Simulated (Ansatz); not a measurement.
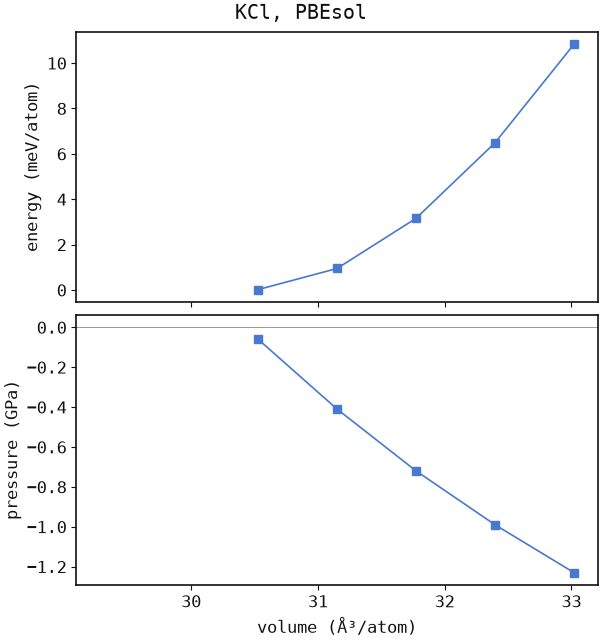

The figure shows the energy and pressure against volume for KCl, space group Fm-3m (No. 225).

The given structure:
```cif
data_structure
_symmetry_space_group_name_H-M 'P 1'
_symmetry_Int_Tables_number 1
_cell_length_a 4.4498
_cell_length_b 4.4498
_cell_length_c 4.4498
_cell_angle_alpha 60.000
_cell_angle_beta 60.000
_cell_angle_gamma 60.000
_cell_volume 62.30
loop_
_atom_site_label
_atom_site_type_symbol
_atom_site_fract_x
_atom_site_fract_y
_atom_site_fract_z
_atom_site_occupancy
K1 K 0.00000 0.00000 0.00000 1
Cl1 Cl 0.50000 0.50000 0.50000 1
```

Method: all-electron LAPW DFT, no spin polarisation; energies at scaled volumes of the given cell, shape and fractions fixed, counted from the fit's minimum, third-order Birch-Murnaghan fit (Ansatz 0.2.0). Level: PBEsol.

```tsv
setting	value
k mesh	7×7×7
occupations	Fermi–Dirac
smearing width	0.05 eV
potentials	all electron LAPW, scalar relativistic
program settings	basis error eV/atom 0.001
```

The points at volume 29.28 Å³/atom and 29.90 Å³/atom are left out of the plot. What values does the calculation give there?

| volume (Å³/atom) | energy (meV/atom) | pressure (GPa) |
| --- | --- | --- |
| 29.28 | 2.66 | 0.78 |
| 29.90 | 0.53 | 0.33 |
